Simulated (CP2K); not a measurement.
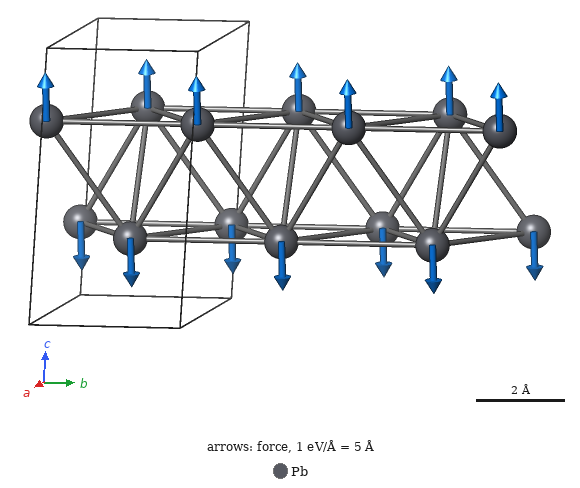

Starting geometry of crystalline Pb (set up in C2/m) with the computed forces as blue arrows. Style: ball-and-stick. Shown: the conventional cell (2 times the calculation's cell), repeated 1 × 3 × 1 with one cell outlined, slightly off an axis. Lengths and directions refer to the drawn axes.

The run lets cell and atoms move.

These are results of CP2K, Kohn-Sham DFT of a periodic cell, PBEsol, GTH-PBE with UZH-TZVP basis, not measurements.

Input file:
```
&GLOBAL
  PROJECT pb_vcrelax
  RUN_TYPE CELL_OPT
  PRINT_LEVEL LOW
&END GLOBAL
&FORCE_EVAL
  METHOD QS
  STRESS_TENSOR ANALYTICAL
  &DFT
    BASIS_SET_FILE_NAME BASIS_MOLOPT_UZH
    POTENTIAL_FILE_NAME POTENTIAL_UZH
    &MGRID
      CUTOFF 450
      REL_CUTOFF 60
      NGRIDS 4
    &END MGRID
    &QS
      METHOD GPW
      EPS_DEFAULT 1.0E-10
      EXTRAPOLATION USE_PREV_P
    &END QS
    &KPOINTS
      SCHEME MONKHORST-PACK 7 7 4
      GAMMA_CENTERED T
    &END KPOINTS
    &SCF
      SCF_GUESS ATOMIC
      EPS_SCF 1.0E-6
      MAX_SCF 100
      ADDED_MOS 10
      CHOLESKY OFF
      EPS_EIGVAL 1.0E-7
      &DIAGONALIZATION ON
        ALGORITHM STANDARD
      &END DIAGONALIZATION
      &MIXING ON
        METHOD BROYDEN_MIXING
        ALPHA 0.4
        BETA 1.5
        NBUFFER 8
      &END MIXING
      &SMEAR ON
        METHOD FERMI_DIRAC
        ELECTRONIC_TEMPERATURE [K] 300.557
      &END SMEAR
    &END SCF
    &XC
      &XC_FUNCTIONAL
        &GGA_X_PBE_SOL
        &END GGA_X_PBE_SOL
        &GGA_C_PBE_SOL
        &END GGA_C_PBE_SOL
      &END XC_FUNCTIONAL
    &END XC
    &PRINT
      &KPOINTS ON
      &END KPOINTS
      &MULLIKEN ON
        &EACH
          CELL_OPT 0
        &END EACH
        ADD_LAST NUMERIC
      &END MULLIKEN
      &MO ON
        ENERGIES T
        OCCUPATION_NUMBERS T
        &EACH
          QS_SCF 0
          CELL_OPT 0
        &END EACH
        ADD_LAST NUMERIC
      &END MO
    &END PRINT
  &END DFT
  &SUBSYS
    &CELL
      A 3.5066724012 0.0000000000 0.0000000000
      B 1.7593634930 3.0333795392 0.0000000000
      C -1.8330937278 -1.0559117178 6.0952248674
      PERIODIC XYZ
    &END CELL
    &COORD
      Pb  3.4528762209 1.9889503776 4.4269142784
      Pb  -0.0199340545 -0.0114825562 1.6683105890
    &END COORD
    &KIND Pb
      BASIS_SET TZVP-MOLOPT-PBE-GTH-q4
      POTENTIAL GTH-PBE-q4
    &END KIND
    &PRINT
      &ATOMIC_COORDINATES ON
      &END ATOMIC_COORDINATES
      &CELL ON
      &END CELL
      &SYMMETRY ON
      &END SYMMETRY
    &END PRINT
  &END SUBSYS
  &PRINT
    &FORCES ON
    &END FORCES
    &STRESS_TENSOR ON
    &END STRESS_TENSOR
  &END PRINT
&END FORCE_EVAL
&MOTION
  &CELL_OPT
    OPTIMIZER BFGS
    MAX_ITER 40
    MAX_FORCE [eV*angstrom^-1] 0.03
    RMS_FORCE [eV*angstrom^-1] 0.03
    MAX_DR 1.0E-2
    RMS_DR 1.0E-2
    EXTERNAL_PRESSURE [bar] 0.0
    PRESSURE_TOLERANCE [bar] 200
    KEEP_SPACE_GROUP T
  &END CELL_OPT
  &PRINT
    &TRAJECTORY ON
    &END TRAJECTORY
    &CELL ON
    &END CELL
    &FORCES ON
    &END FORCES
    &STRESS ON
    &END STRESS
    &RESTART OFF
    &END RESTART
    &RESTART_HISTORY OFF
    &END RESTART_HISTORY
  &END PRINT
&END MOTION
```

Launched with:
```bash
OMP_NUM_THREADS=1 cp2k.psmp -i pb_vcrelax.inp -o pb_vcrelax.out
```

Is this structure relaxed? If not, where do the atoms go?

Answer. It isn't relaxed: the largest force vector, on Pb atoms, is 0.23 eV/Å. The final displacements follow the starting forces only in part (cosine between the two patterns 0.72). The energy falls by 14.8 meV per atom in 22 geometry steps. The largest force component goes from 0.23 to 0.016 eV/Å. The largest moves relative to the cell, 0.033 Å, are those of Pb atoms. The volume changes by +2.1 %, with a 6.077 → 6.049 Å (−0.5 %), b 3.501 → 3.480 Å (−0.6 %), c 6.452 → 6.625 Å (+2.7 %), β 109.1° → 108.3°. Near-neighbour distances that change, for instance: Pb–Pb 3.408 → 3.525 Å, Pb–Pb 3.337 → 3.404 Å, Pb–Pb 3.449 → 3.509 Å, Pb–Pb 3.501 → 3.480 Å. The space group stays C2/m (No. 12).
